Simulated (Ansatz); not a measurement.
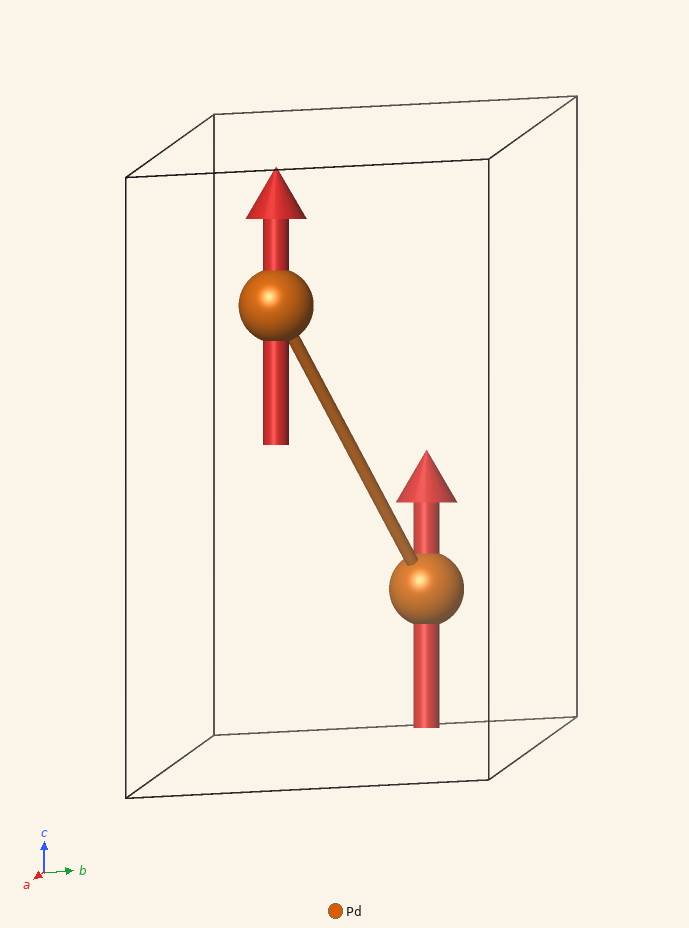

Crystal structure, ball-and-stick style, seen slightly off an axis. The edges of the simulation cell are marked. Arrows are the site magnetic moments above 0.25 μB; longer means larger, and red and blue are up and down (without spin-orbit coupling the axis itself is arbitrary).

This is the state reached for Pd. Method used: DFT PBE, scalar-relativistic, plane waves, PAW in Ansatz. It ran with wavefunction cutoff 420 eV, 18×18×10 k-mesh, Gaussian smearing of 0.1 eV, collinear spins.

Q: Name the magnetic order and give the moments.

A: Ferromagnetic (within this cell). Site moments: 2 Pd +0.4 μB. The net spin moment of the whole cell is 0.7 μB.

Its origin is a structure listed in the Materials Project. Atoms and cell were optimised with Ansatz 0.2.0, DFT PBE, scalar-relativistic, plane waves, PAW.
